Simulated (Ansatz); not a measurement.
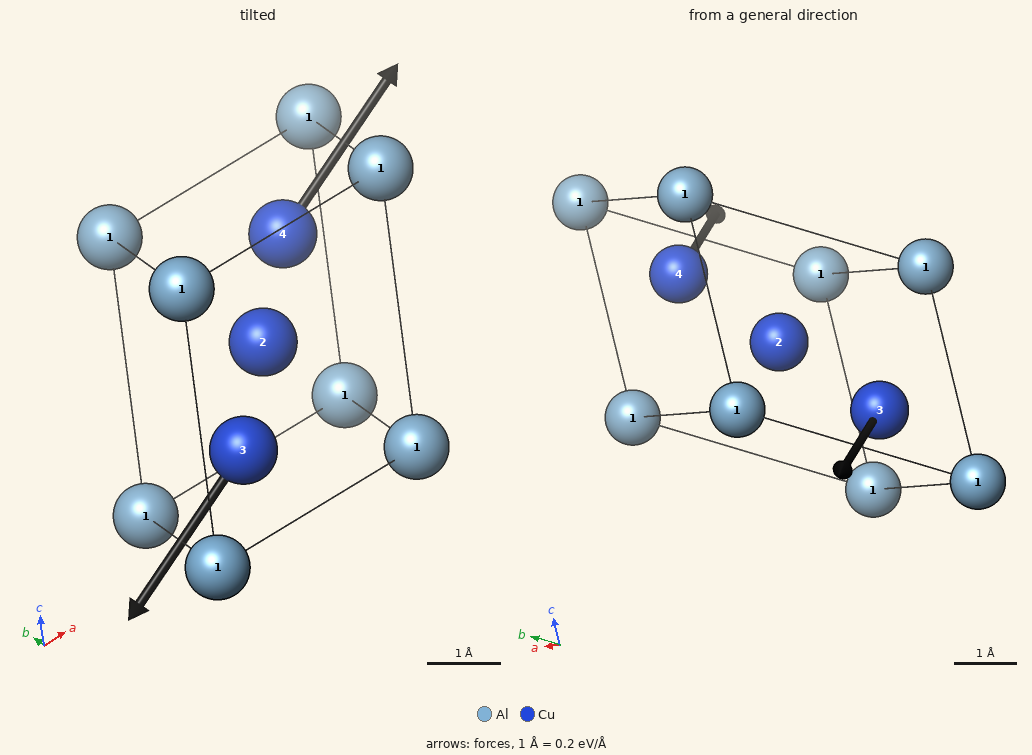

Spheres-only drawing of the structure, looking slightly off an axis and from a general direction. Atoms at the boundary of the simulation cell (the box) are drawn once for each face, edge or corner they touch. The arrows are the computed forces on the atoms.

System: AlCu₃. The numbers come from DFT r2SCAN, scalar-relativistic, plane waves, PAW in Ansatz, using a 500 eV plane-wave basis, k-grid 14×14×14, Gaussian smearing of 0.15 eV, no spin polarisation.

### Is this an equilibrium geometry?

No. The atoms still feel forces of up to about 0.48 eV/Å, far above a usual threshold of 0.01 to 0.03 eV/Å.

### Find the atom with the largest force.

Cu3 and Cu4, about 0.48 eV/Å.

Source of the structure: a structure listed in the Materials Project. The cell was then strained or its atoms displaced on purpose. A calculation with Ansatz used it as input.
